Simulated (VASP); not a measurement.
PbSe (2 atoms in the cell), run with VASP.

INCAR
```
ENCUT = 520.000000
EDIFF = 1.00e-07
GGA = PE
PREC = Accurate
IBRION = -1
ISIF = 2
ISMEAR = -1
NBANDS = 17
NSW = 0
LASPH = .TRUE.
LCHARG = .FALSE.
LWAVE = .FALSE.
LREAL = .FALSE.
NELM = 72
SGIMA = 0.02
```

KPOINTS
```
KPOINTS created by Atomic Simulation Environment
0
Gamma
6 6 6
0 0 0
```

POSCAR
```
Pb Se
 1.0000000000000000
     0.0000000000000000    3.4232041309999999    3.4232041309999999
     3.4909835727999998    0.0000000000000000    3.4232041309999999
     3.4909835727999998    3.4232041309999999    0.0000000000000000
 Pb  Se
   1   1
Cartesian
  0.0000000000000000  0.0000000000000000  0.0000000000000000
  1.7454917863999999  1.7116020654999999  1.7116020654999999
```

> How does the iteration go?

Converged, in 15 steps. The energy change falls unevenly and jumps up by a factor of two or more twice on the way down, most sharply at step 10 (by a factor of about 300). The jump at step 6 comes where the charge density, held fixed for the first 5 steps, starts to be updated. The input holds a fault (misspelt tag). The SCF closed all the same, which doesn't make the results meaningful for the real system.

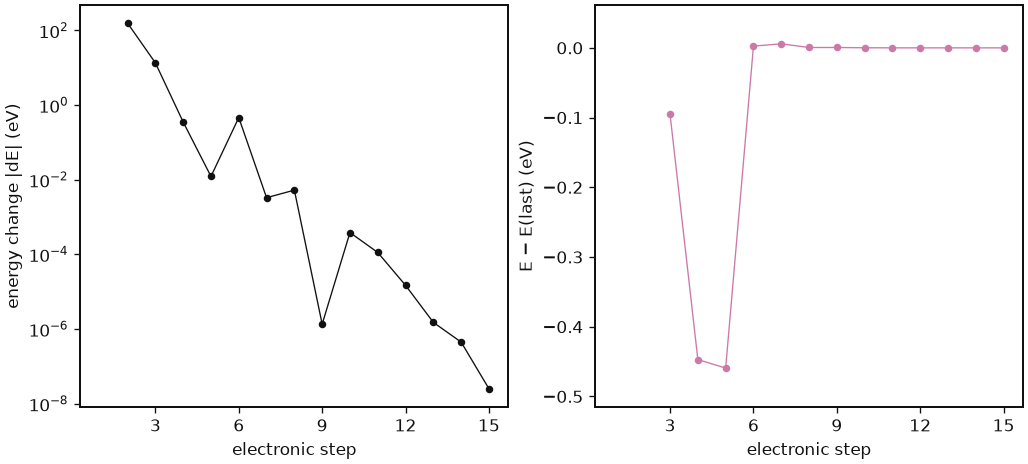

Electronic steps of a calculation: energy change |dE|, free energy less its last value. The first two energies lie far off the scale and aren't drawn.
